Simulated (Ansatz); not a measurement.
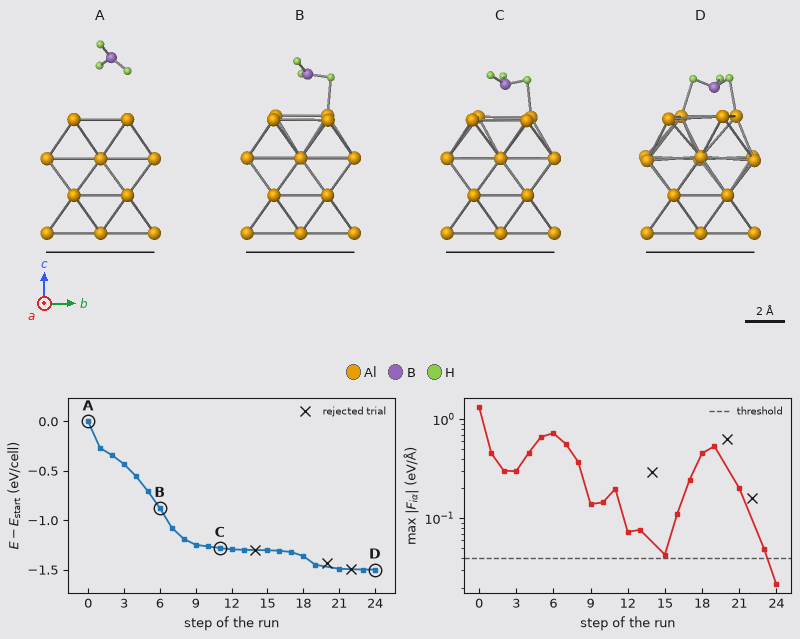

Frames of a constrained relaxation of a slab of composition Al$_{16}$BH$_{3}$ (cut from the Fm-3m phase), marked on the history of the run. Style: ball-and-stick. Shown: the cell of the calculation, outlined in the plane, without the vacuum (origin shifted), along the a axis.

Case: 1 BH3 a cell, tilted, over a top Al site. The slab is the (1 0 0) face of Al with BH3 on it. 8 atoms are held fixed.

Method: DFT PBE+D3(BJ), scalar-relativistic, plane waves, PAW in Ansatz 0.2.0.

Input file:
```yaml
crystal:
  lattice:
    - [5.6324246428, 0.0, 0.0]
    - [0.0, 5.6324246428, 0.0]
    - [0.0, 0.0, 25.3774884892]
  atoms:
    - { symbol: Al, position: [0.25, 0.25, 0.3152400208] }
    - { symbol: Al, position: [0.25, 0.75, 0.3152400208] }
    - { symbol: Al, position: [0.75, 0.25, 0.3152400208] }
    - { symbol: Al, position: [0.75, 0.75, 0.3152400208] }
    - { symbol: Al, position: [0.5, 0.5, 0.3937096783] }
    - { symbol: Al, position: [0.5, 0.0, 0.3937096783] }
    - { symbol: Al, position: [0.0, 0.5, 0.3937096783] }
    - { symbol: Al, position: [0.0, 0.0, 0.3937096783] }
    - { symbol: Al, position: [0.75, 0.75, 0.4695769079] }
    - { symbol: Al, position: [0.75, 0.25, 0.4695769079] }
    - { symbol: Al, position: [0.25, 0.75, 0.4695769079] }
    - { symbol: Al, position: [0.25, 0.25, 0.4695769079] }
    - { symbol: Al, position: [0.0, 0.0, 0.5507116858] }
    - { symbol: Al, position: [0.0, 0.5, 0.5507116858] }
    - { symbol: Al, position: [0.5, 0.0, 0.5507116858] }
    - { symbol: Al, position: [0.5, 0.5, 0.5507116858] }
    - { symbol: B, position: [-0.0788770281, -0.1510436823, 0.6789198022] }
    - { symbol: H, position: [0.0575587772, -0.253925744, 0.7064954231] }
    - { symbol: H, position: [-0.2430108514, -0.2612855684, 0.6623972847] }
    - { symbol: H, position: [0.0, 0.0, 0.6511944424] }
basis:
  ecutwfc: 420
kpoints:
  mp_grid: { grid: [4, 4, 1] }
hamiltonian:
  xc: pbe
  dispersion: d3bj
scf:
  occupations: { method: gaussian, width: 0.1 }
output:
  forces: true
  eigenvalues: true
relax:
  adjacent_minimum: "off"
  f_tol: 0.04
  max_steps: 100
  constraints: [{ sites: [0, 1, 2, 3, 4, 5, 6, 7] }]
efield:
  axis: 3
  dipole_correction: true
  ramp_width: 0.04
```

Run as
```bash
ansatz run input.yaml --threads 2 --pin off --max-ram 6144MiB --backend cpu --events-out ev --progress --plain --runs-dir out
```

**What happens along the run?**

The atom that moves furthest is H18 (1.99 Å at 24° to the normal (−c side)). By element the largest moves are H 1.99 Å, B 1.59 Å, Al 0.67 Å. The lattice vectors keep their values. Near-neighbour distances that change, for instance: Al14–H18 4.202 → 2.081 Å, Al13–Al16 3.983 → 2.959 Å, Al14–Al15 3.983 → 3.072 Å, Al9–Al13 2.864 → 3.539 Å. Among the angles between lasting bonds that change: Al13–Al15–Al13 180.0° → 151.7°, Al13–Al15–Al16 90.0° → 62.3°, Al16–Al15–Al16 180.0° → 153.0°. After 21 accepted moves (24 points after the start) the energy has fallen by 1.498 eV per cell of the calculation. Largest force component: 1.3 eV/Å at the start, 0.021 eV/Å at the end. The line search rejected the trial steps at points 14, 20, 22 of the run. From step 0 to 6: B and H atoms move most (0.92 Å), energy −0.875 eV per cell of the calculation. From step 6 to 11: H18 moves most (0.81 Å), energy −0.404 eV per cell of the calculation. From step 11 to 24: H atoms move most (0.95 Å), energy −0.219 eV per cell of the calculation.

```csv
step,"E − E(0), meV/atom","largest force component, eV/Å",note
0,0.00,1.3412,
1,-13.42,0.4518,
2,-17.04,0.3023,
3,-21.55,0.2988,
4,-27.62,0.4564,
5,-35.29,0.6636,
6,-43.74,0.7235,
7,-53.71,0.5640,
8,-59.35,0.3724,
9,-62.35,0.1394,
10,-63.15,0.1445,
11,-63.94,0.1986,
12,-64.65,0.0729,
13,-64.86,0.0764,
14,-64.82,0.2915,rejected
15,-65.10,0.0430,
16,-65.35,0.1112,
17,-66.02,0.2457,
18,-68.03,0.4534,
19,-72.43,0.5339,
20,-71.34,0.6360,rejected
21,-74.48,0.2020,
22,-74.47,0.1613,rejected
23,-74.85,0.0494,
24,-74.89,0.0215,
```

Limits of the set-up: the periodic images lie only 5.6 Å apart, so the values are limited by the cell's size.
